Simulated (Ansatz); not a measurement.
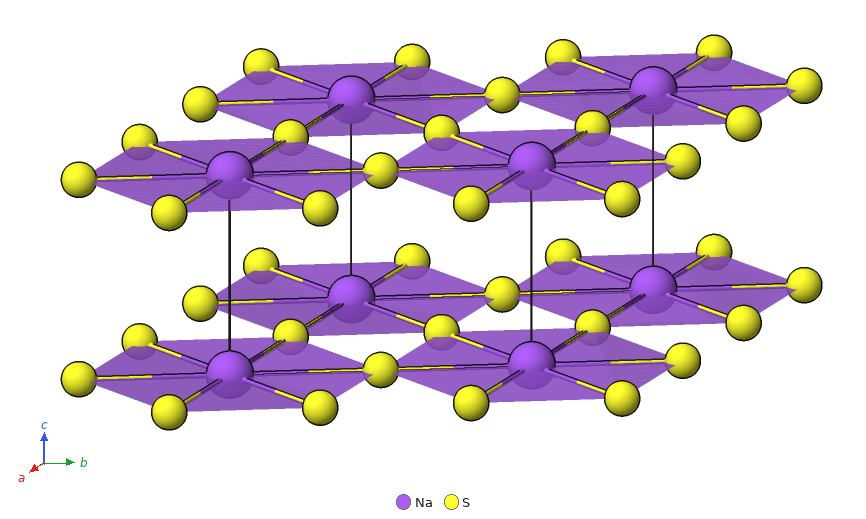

Polyhedral representation of a periodic structure, projected slightly off an axis. The wireframe shows the conventional unit cell. A few atoms beyond the faces are included. Cell: a = 5.27 Å, b = 5.27 Å, c = 3.59 Å, α = 90.00°, β = 90.00°, γ = 120.00°.

The structure comes from a random cell made by a generator, so it need not be a real form of the compound. Earlier steps of the study may have refined or changed the cell and positions. Ansatz was used for an electronic-structure calculation on it.

> Explain the picture.

The compound is NaS3. The structure has P6/mmm (No. 191) symmetry and a primitive hexagonal lattice. The cell comprises 1 formula unit: 1 Na, 3 S. The Na atoms are each bonded to six S at about 2.6 Å. Each S has two Na in a linear arrangement at about 2.6 Å. The bonds build NaS3 layers parallel to (001).

Method: DFT PBE, scalar-relativistic, plane waves, PAW in Ansatz; wavefunction cutoff 420 eV, a 12×12×14 mesh of k-points, Gaussian smearing of 0.1 eV, no spin polarisation.

> Predict the gap.

A metal: bands cross the Fermi level.

> State the Bader charges by element.

Na +0.84 e; S -0.28 e.

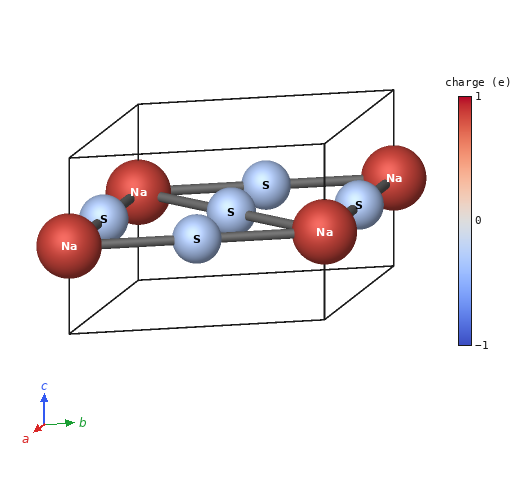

The atoms coloured by those charges. The run's cell of 4 atoms is drawn, so axes and origin can differ from the first picture.

> Is this an equilibrium geometry for the method given?

Yes. All forces vanish to within 0.01 eV/Å. The pressure is 0.0 GPa, close to zero.
